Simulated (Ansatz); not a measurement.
# Run report: Ta$_{4}$N$_{5}$, geometry relaxation (part 1 of 2)

System: Ta$_{4}$N$_{5}$ (I4/m, 9 atoms in the cell).
Method: DFT PBEsol, scalar-relativistic, plane waves, PAW, no spin polarisation (Ansatz 0.2.0).

The structure derives from a Materials Project entry. Figures and captions count atoms from 1; the log counts them from 0 in places.

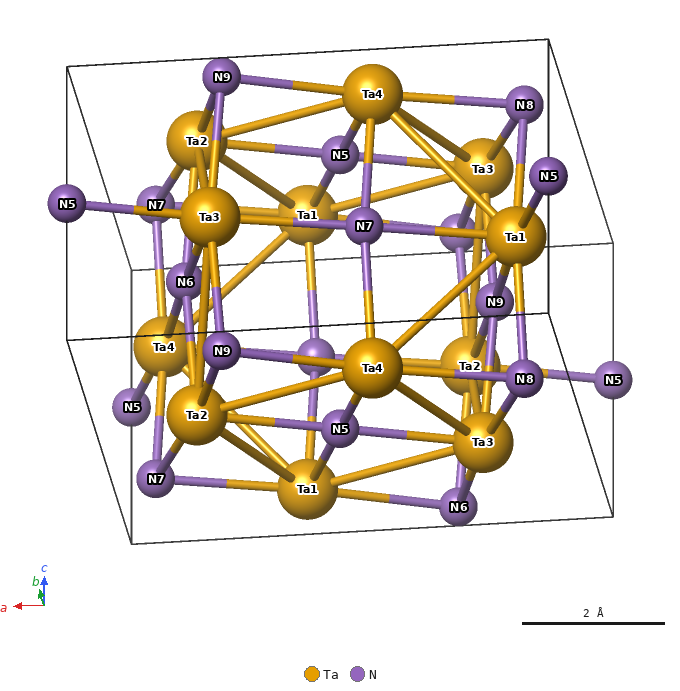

**Figure 1.** The input geometry (ball-and-stick view of the cell 2 times as large as that of the calculation, set on its symmetry axes, seen at an oblique angle; atoms are numbered from 1 in the order of the input). An atom can appear more than once, as a periodic image.

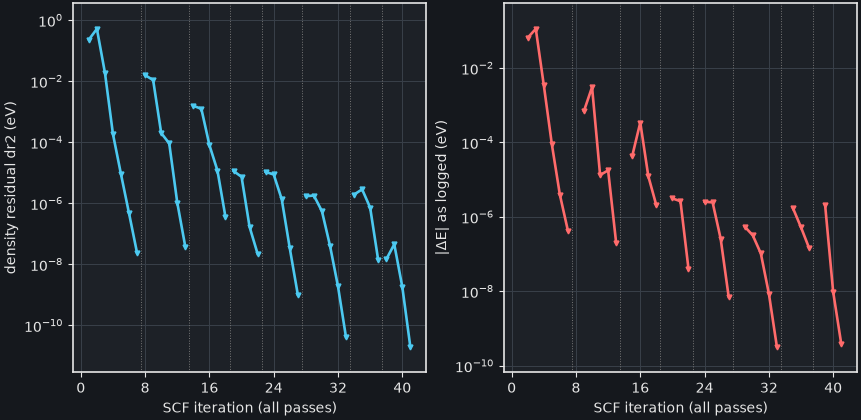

**Figure 2.** Convergence of the self-consistent field: density residual dr2 and size of the energy change against the SCF iteration. The dotted lines part the SCF passes of the relaxation: geometry steps, rejected trials and re-solves on a re-selected basis. The 8 passes take 4 to 7 iterations each, 41 in all.

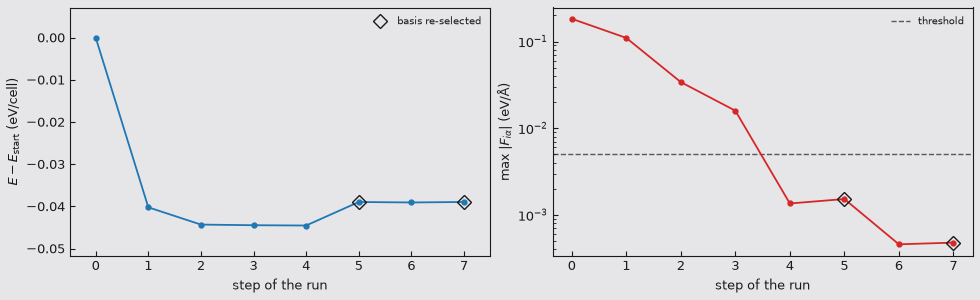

**Figure 3.** Progress of the relaxation, step by step (the first geometry is step 0 here and step 1 in the log).

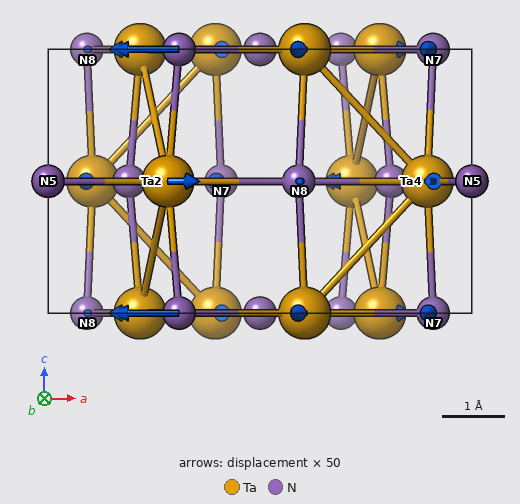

**Figure 4.** The starting structure with the displacements (without the part carried along by the change of the cell) as blue arrows, magnified 50 times (ball-and-stick view of the cell 2 times as large as that of the calculation, set on its symmetry axes, along the b axis). The largest moves relative to the cell, 0.021 Å, are those of N6, N7, N8 and N9. By element the largest moves are N 0.021 Å, Ta 0.011 Å. Cell: a = b 6.873 → 6.826 Å (−0.7 %), c 4.275 → 4.254 Å (−0.5 %). Volume −1.8 %. Distances before and after: Ta1–N9 2.202 → 2.185 Å, Ta1–N7 2.176 → 2.160 Å, Ta1–N8 2.147 → 2.134 Å, Ta1–Ta4 2.953 → 2.944 Å. The space group stays I4/m (No. 87). After 5 geometry steps the energy has fallen by 39.1 meV per cell of the calculation. Largest force component: 0.18 eV/Å at the start, 0.00048 eV/Å at the end. The pressure goes from −5.15 to 0.00 GPa. 1 further SCF at an unchanged geometry re-selected the plane-wave basis for the new cell. The energy change given includes the shifts at the re-selections in mid-walk, which come without any move. A last SCF at the same geometry on a re-selected plane-wave basis shifts the energy by +0.1 meV per cell of the calculation. (Atoms are counted from 1 in the order of the input.)

These pictures come from the run below.

**Input**
```yaml
crystal:
  lattice:
    - [-3.4362702628, 3.4362702628, 2.1374763015]
    - [3.4362702628, -3.4362702628, 2.1374763015]
    - [3.4362702628, 3.4362702628, -2.1374763015]
  atoms:
    - { symbol: Ta, position: [0.78282472, 0.60542174, 0.38824646] }
    - { symbol: Ta, position: [0.39457826, 0.78282472, 0.17740297] }
    - { symbol: Ta, position: [0.60542175, 0.21717528, 0.82259703] }
    - { symbol: Ta, position: [0.21717528, 0.39457825, 0.61175354] }
    - { symbol: "N", position: [0.5, 0.5, 0.0] }
    - { symbol: "N", position: [0.90846657, 0.30903948, 0.21750605] }
    - { symbol: "N", position: [0.69096052, 0.90846657, 0.59942709] }
    - { symbol: "N", position: [0.30903948, 0.09153343, 0.40057291] }
    - { symbol: "N", position: [0.09153343, 0.69096052, 0.78249395] }
basis:
  ecutwfc: 420
kpoints:
  mp_grid: { grid: [10, 10, 10] }
hamiltonian:
  xc: pbesol
scf:
  occupations: { method: gaussian, width: 0.1 }
output:
  forces: true
  stress: true
  eigenvalues: true
relax:
  adjacent_minimum: "off"
  f_tol: 0.005
  max_steps: 80
  cell: { stress_tol: 0.05 }
```

Launched with:
```bash
ansatz run input.yaml --threads 2 --pin off --max-ram 5120MiB --backend cpu --events-out ev --progress --plain --runs-dir out
```

**Output**
```
Engine: ansatz 0.2.0, x86_64-unknown-linux-gnu
Pseudopotentials: kind: paw
Pseudopotential: Ta, paw, valence charge 13, recommended cutoff 420 eV (normal), Ta.paw.azcp
Pseudopotential: N, paw, valence charge 5, recommended cutoff 420 eV (normal), N.paw.azcp
Functional definition: PBEsol
  exchange = pbesol_x
  correlation = pbesol_c
Crystal: 9 atoms, lattice volume = 100.957 Å³
Basis set: ecut = 420 eV, 1987 PW (Γ), exchange–correlation on 72×72×72 points (8 copies of the dense FFT grid, shifted against one another)
Bands: 48, of which v1, the nominal top of the filled ones, is band 39 counted from 1 (38 counted from 0)
Symmetry: 8 space group operations
Space group: I4/m (ITA 87), of the structure as read, at distance tolerance 4.7e-5 Å
k-points: 144 of 1000
Non-local potential: Ta, projectors of the file, l = 0: 3, l = 1: 2, l = 2: 2, l = 3: 1
Non-local potential: N, projectors of the file, l = 0: 2, l = 1: 2, l = 2: 1
PAW form: soft (Blöchl's): semilocal exchange-correlation on the pseudo side does not see the compensation charge
PAW frozen core: Ta, regenerated for the run's functional, and the local potential with it (the file was generated under x = pbe(κ = 0.804, μ = 0.2195149727645171), c = pbe(β = 0.06672455060314922))
PAW frozen core: N, regenerated for the run's functional, and the local potential with it (the file was generated under x = pbe(κ = 0.804, μ = 0.2195149727645171), c = pbe(β = 0.06672455060314922))
PAW one-centre angular grid: Ta, 590 points (default); XC on 64 Gauss nodes
PAW one-centre angular grid: N, 110 points (default); XC on 64 Gauss nodes
Initial density: superposition of atomic densities (neutral atoms: chi_scale 0, normalization atom), corrected by the library's trained network
Initial wavefunctions: pseudopotential atomic-orbital guess
Functional: x = pbesol(κ = 0.804, μ = 0.12345679012345678), c = pbesol(β = 0.046)
SCF iter   1: F=—  HF=-41129.722033 eV  |F-HF|=—  |Δ(HF+E_count)|=         —  Δρ=1.52e-2  dr2=2.30e-1  ethr=1.77e-3  ⟨swp⟩=6.5  Hψ=27988  notcnv=0  defer=2
preconditioner: auto → LDOS  [metal: Δε(μ)=0.020 eV  Ē_g=9.550 eV  σ=0.100 eV  W_gap=0.12  n_scr=36 (ndim 8)  ℏωp=24.8 eV  f_vac=0.018  D(μ)=1.72/eV (n_scr^D=12)  β→1.0]
SCF iter   2: F=—  HF=-41129.787535 eV  |F-HF|=—  |Δ(HF+E_count)|=   6.55e-2  Δρ=2.08e-2  dr2=5.17e-1  ethr=2.99e-4  ⟨swp⟩=3.0  Hψ=12944  notcnv=0  defer=405  recentre
SCF iter   3: F=—  HF=-41129.674257 eV  |F-HF|=—  |Δ(HF+E_count)|=   1.13e-1  Δρ=4.08e-3  dr2=1.89e-2  ethr=2.99e-4  ⟨swp⟩=2.9  Hψ=11186  notcnv=0  defer=405
SCF iter   4: F=—  HF=-41129.670836 eV  |F-HF|=—  |Δ(HF+E_count)|=   3.42e-3  Δρ=6.62e-4  dr2=1.84e-4  ethr=2.45e-5  ⟨swp⟩=2.0  Hψ=10681  notcnv=0  defer=279
SCF iter   5: F=—  HF=-41129.670925 eV  |F-HF|=—  |Δ(HF+E_count)|=   8.86e-5  Δρ=1.01e-4  dr2=8.90e-6  ethr=2.40e-7  ⟨swp⟩=2.0  Hψ=9745  notcnv=0  defer=279
SCF iter   6: F=—  HF=-41129.670929 eV  |F-HF|=—  |Δ(HF+E_count)|=   3.89e-6  Δρ=2.53e-5  dr2=4.66e-7  ethr=1.16e-8  ⟨swp⟩=2.8  Hψ=13050  notcnv=0  defer=276
SCF iter   7: F=-41129.670929 eV  HF=-41129.670929 eV  |F-HF|=2.88e-8  |Δ(HF+E_count)|=   4.22e-7  Δρ=5.72e-6  dr2=2.35e-8  ethr=1.30e-10  ⟨swp⟩=11.9  Hψ=33473  notcnv=0
SCF 1 converged in 7 iterations: F = -41129.670929 eV  dr2 = 2.35e-8
  greatest PAW one-centre occupation: 1.000 electrons in one spin orbital (limit 2), on the Ta atom at site 3 (counted from 0), in its partial waves of l = 0
relax step   1: F+E_penalty+E_count = -41129.67092937 eV  Δ(F+E_penalty+E_count) = +0.000e0 eV  max|allowed force component| = 1.830e-1 eV/Å  Δτ_max = 0.0000 Å  P = -5.145 GPa  Ω = 100.957 Å³  (7 SCF iters, dr2 threshold 1.00e-7 eV, accepted)
Crystal: 9 atoms, lattice volume = 98.388 Å³
Basis set: ecut = 420 eV, 1939 PW (Γ), exchange–correlation on 72×72×72 points (8 copies of the dense FFT grid, shifted against one another)
Initial density: handed on by an earlier stage of this run
Initial wavefunctions: those handed on with the density
iter 1 solved again at ethr=1.84e-5 eV; its pass at ethr=3.10e-3 eV (dr2=1.42e-2 eV) is discarded
SCF iter   1: F=—  HF=-41129.714966 eV  |F-HF|=—  |Δ(HF+E_count)|=         —  Δρ=4.23e-3  dr2=1.58e-2  ethr=1.84e-5  ⟨swp⟩=2.0  Hψ=35670  notcnv=0
preconditioner: auto → LDOS  [metal: Δε(μ)=0.013 eV  Ē_g=9.815 eV  σ=0.100 eV  W_gap=0.07  n_scr=36 (ndim 8)  ℏωp=25.1 eV  f_vac=0.014  D(μ)=1.61/eV (n_scr^D=4)  β→1.0]
SCF iter   2: F=—  HF=-41129.714259 eV  |F-HF|=—  |Δ(HF+E_count)|=   7.07e-4  Δρ=3.21e-3  dr2=1.08e-2  ethr=1.84e-5  ⟨swp⟩=2.0  Hψ=11856  notcnv=0
SCF iter   3: F=—  HF=-41129.711188 eV  |F-HF|=—  |Δ(HF+E_count)|=   3.07e-3  Δρ=4.51e-4  dr2=2.00e-4  ethr=1.40e-5  ⟨swp⟩=2.0  Hψ=10170  notcnv=0
SCF iter   4: F=—  HF=-41129.711175 eV  |F-HF|=—  |Δ(HF+E_count)|=   1.33e-5  Δρ=2.64e-4  dr2=9.15e-5  ethr=2.59e-7  ⟨swp⟩=2.0  Hψ=10126  notcnv=0
SCF iter   5: F=—  HF=-41129.711157 eV  |F-HF|=—  |Δ(HF+E_count)|=   1.78e-5  Δρ=4.25e-5  dr2=1.05e-6  ethr=1.19e-7  ⟨swp⟩=2.0  Hψ=9745  notcnv=0
SCF iter   6: F=-41129.711157 eV  HF=-41129.711157 eV  |F-HF|=5.62e-9  |Δ(HF+E_count)|=   1.99e-7  Δρ=8.05e-6  dr2=3.77e-8  ethr=1.17e-9  ⟨swp⟩=7.4  Hψ=29334  notcnv=0
SCF 2 converged in 6 iterations: F = -41129.711157 eV  dr2 = 3.77e-8
relax step   2: F+E_penalty+E_count = -41129.71115740 eV  Δ(F+E_penalty+E_count) = -4.023e-2 eV  max|allowed force component| = 1.101e-1 eV/Å  Δτ_max = 0.0263 Å  P = +2.356 GPa  Ω = 98.388 Å³  energy of the carried Pulay correction = +8.549e-3 eV  (6 SCF iters, dr2 threshold 9.00e-7 eV, accepted)
Crystal: 9 atoms, lattice volume = 99.137 Å³
Basis set: ecut = 420 eV, 1955 PW (Γ), exchange–correlation on 72×72×72 points (8 copies of the dense FFT grid, shifted against one another)
iter 1 solved again at ethr=2.30e-6 eV; its pass at ethr=3.10e-3 eV (dr2=1.77e-3 eV) is discarded
SCF iter   1: F=—  HF=-41129.715651 eV  |F-HF|=—  |Δ(HF+E_count)|=         —  Δρ=1.29e-3  dr2=1.56e-3  ethr=2.30e-6  ⟨swp⟩=2.3  Hψ=32969  notcnv=0
preconditioner: auto → LDOS  [metal: Δε(μ)=0.025 eV  Ē_g=9.747 eV  σ=0.100 eV  W_gap=0.14  n_scr=36 (ndim 8)  ℏωp=25.0 eV  f_vac=0.016  D(μ)=1.61/eV (n_scr^D=4)  β→1.0]
SCF iter   2: F=—  HF=-41129.715607 eV  |F-HF|=—  |Δ(HF+E_count)|=   4.34e-5  Δρ=1.09e-3  dr2=1.24e-3  ethr=2.03e-6  ⟨swp⟩=2.3  Hψ=12926  notcnv=0
SCF iter   3: F=—  HF=-41129.715264 eV  |F-HF|=—  |Δ(HF+E_count)|=   3.43e-4  Δρ=2.66e-4  dr2=8.05e-5  ethr=1.61e-6  ⟨swp⟩=2.0  Hψ=10169  notcnv=0
SCF iter   4: F=—  HF=-41129.715252 eV  |F-HF|=—  |Δ(HF+E_count)|=   1.24e-5  Δρ=9.38e-5  dr2=1.18e-5  ethr=1.05e-7  ⟨swp⟩=2.0  Hψ=9930  notcnv=0
SCF iter   5: F=-41129.715250 eV  HF=-41129.715250 eV  |F-HF|=1.91e-7  |Δ(HF+E_count)|=   2.04e-6  Δρ=2.02e-5  dr2=3.53e-7  ethr=1.17e-9  ⟨swp⟩=5.6  Hψ=32016  notcnv=0
SCF 3 converged in 5 iterations: F = -41129.715250 eV  dr2 = 3.53e-7
relax step   3: F+E_penalty+E_count = -41129.71524952 eV  Δ(F+E_penalty+E_count) = -4.092e-3 eV  max|allowed force component| = 3.406e-2 eV/Å  Δτ_max = 0.0064 Å  P = +0.001 GPa  Ω = 99.137 Å³  energy of the carried Pulay correction = +6.033e-3 eV  (5 SCF iters, dr2 threshold 9.00e-7 eV, accepted)
Crystal: 9 atoms, lattice volume = 99.127 Å³
iter 1 solved again at ethr=1.52e-8 eV; its pass at ethr=3.10e-3 eV (dr2=1.17e-5 eV) is discarded
SCF iter   1: F=—  HF=-41129.715407 eV  |F-HF|=—  |Δ(HF+E_count)|=         —  Δρ=1.17e-4  dr2=1.14e-5  ethr=1.52e-8  ⟨swp⟩=2.5  Hψ=30118  notcnv=0
preconditioner: auto → LDOS  [metal: Δε(μ)=0.008 eV  Ē_g=9.751 eV  σ=0.100 eV  W_gap=0.04  n_scr=36 (ndim 8)  ℏωp=25.0 eV  f_vac=0.015  D(μ)=1.61/eV (n_scr^D=4)  β→1.0]
SCF iter   2: F=—  HF=-41129.715404 eV  |F-HF|=—  |Δ(HF+E_count)|=   3.13e-6  Δρ=6.43e-5  dr2=7.33e-6  ethr=1.48e-8  ⟨swp⟩=2.0  Hψ=11886  notcnv=0
SCF iter   3: F=—  HF=-41129.715401 eV  |F-HF|=—  |Δ(HF+E_count)|=   2.64e-6  Δρ=1.19e-5  dr2=1.67e-7  ethr=9.51e-9  ⟨swp⟩=2.0  Hψ=10961  notcnv=0
SCF iter   4: F=-41129.715401 eV  HF=-41129.715401 eV  |F-HF|=1.86e-8  |Δ(HF+E_count)|=   3.99e-8  Δρ=4.77e-6  dr2=2.20e-8  ethr=9.42e-11  ⟨swp⟩=5.8  Hψ=27546  notcnv=0
SCF 4 converged in 4 iterations: F = -41129.715401 eV  dr2 = 2.20e-8
relax step   4: F+E_penalty+E_count = -41129.71540141 eV  Δ(F+E_penalty+E_count) = -1.519e-4 eV  max|allowed force component| = 1.594e-2 eV/Å  Δτ_max = 0.0008 Å  P = +0.006 GPa  Ω = 99.127 Å³  energy of the carried Pulay correction = +6.068e-3 eV  (4 SCF iters, dr2 threshold 7.25e-8 eV, accepted)
Crystal: 9 atoms, lattice volume = 99.119 Å³
iter 1 solved again at ethr=1.41e-8 eV; its pass at ethr=3.10e-3 eV (dr2=1.08e-5 eV) is discarded
SCF iter   1: F=—  HF=-41129.715474 eV  |F-HF|=—  |Δ(HF+E_count)|=         —  Δρ=1.20e-4  dr2=1.06e-5  ethr=1.41e-8  ⟨swp⟩=3.5  Hψ=35444  notcnv=0
SCF iter   2: F=—  HF=-41129.715471 eV  |F-HF|=—  |Δ(HF+E_count)|=   2.55e-6  Δρ=8.23e-5  dr2=8.76e-6  ethr=1.37e-8  ⟨swp⟩=2.0  Hψ=11880  notcnv=0
SCF iter   3: F=—  HF=-41129.715469 eV  |F-HF|=—  |Δ(HF+E_count)|=   2.45e-6  Δρ=3.39e-5  dr2=1.35e-6  ethr=1.14e-8  ⟨swp⟩=2.0  Hψ=10115  notcnv=0
SCF iter   4: F=—  HF=-41129.715469 eV  |F-HF|=—  |Δ(HF+E_count)|=   2.60e-7  Δρ=5.45e-6  dr2=3.35e-8  ethr=1.75e-9  ⟨swp⟩=2.0  Hψ=9737  notcnv=0
SCF iter   5: F=-41129.715469 eV  HF=-41129.715469 eV  |F-HF|=1.02e-10  |Δ(HF+E_count)|=   7.07e-9  Δρ=1.55e-6  dr2=1.01e-9  ethr=2.06e-11  ⟨swp⟩=5.2  Hψ=26002  notcnv=0
SCF 5 converged in 5 iterations: F = -41129.715469 eV  dr2 = 1.01e-9
relax step   5: F+E_penalty+E_count = -41129.71546865 eV  Δ(F+E_penalty+E_count) = -6.724e-5 eV  max|allowed force component| = 1.357e-3 eV/Å  Δτ_max = 0.0009 Å  P = -0.002 GPa  Ω = 99.119 Å³  energy of the carried Pulay correction = +6.095e-3 eV  (5 SCF iters, dr2 threshold 1.59e-8 eV, accepted)
Initial wavefunctions: pseudopotential atomic-orbital guess (no wavefunctions were taken with the density)
iter 1 solved again at ethr=5.94e-8 eV; its pass at ethr=3.10e-3 eV (dr2=4.57e-5 eV) is discarded
SCF iter   1: F=—  HF=-41129.709899 eV  |F-HF|=—  |Δ(HF+E_count)|=         —  Δρ=1.05e-4  dr2=1.70e-6  ethr=5.94e-8  ⟨swp⟩=4.6  Hψ=49408  notcnv=0
preconditioner: auto → LDOS  [metal: Δε(μ)=0.008 eV  Ē_g=9.751 eV  σ=0.100 eV  W_gap=0.05  n_scr=36 (ndim 8)  ℏωp=25.0 eV  f_vac=0.015  D(μ)=1.61/eV (n_scr^D=4)  β→1.0]
SCF iter   2: F=—  HF=-41129.709899 eV  |F-HF|=—  |Δ(HF+E_count)|=   5.45e-7  Δρ=4.44e-5  dr2=1.79e-6  ethr=2.20e-9  ⟨swp⟩=2.1  Hψ=10480  notcnv=0
SCF iter   3: F=—  HF=-41129.709899 eV  |F-HF|=—  |Δ(HF+E_count)|=   3.18e-7  Δρ=2.14e-5  dr2=5.51e-7  ethr=2.20e-9  ⟨swp⟩=2.0  Hψ=10168  notcnv=0
SCF iter   4: F=—  HF=-41129.709898 eV  |F-HF|=—  |Δ(HF+E_count)|=   1.04e-7  Δρ=6.45e-6  dr2=4.12e-8  ethr=7.15e-10  ⟨swp⟩=2.0  Hψ=9774  notcnv=0
SCF iter   5: F=—  HF=-41129.709898 eV  |F-HF|=—  |Δ(HF+E_count)|=   8.66e-9  Δρ=1.39e-6  dr2=1.88e-9  ethr=5.35e-11  ⟨swp⟩=2.0  Hψ=9966  notcnv=0
SCF iter   6: F=-41129.709898 eV  HF=-41129.709898 eV  |F-HF|=3.64e-11  |Δ(HF+E_count)|=  3.20e-10  Δρ=2.14e-7  dr2=4.02e-11  ethr=1.00e-12  ⟨swp⟩=5.9  Hψ=33016  notcnv=0
SCF 6 converged in 6 iterations: F = -41129.709898 eV  dr2 = 4.02e-11
```
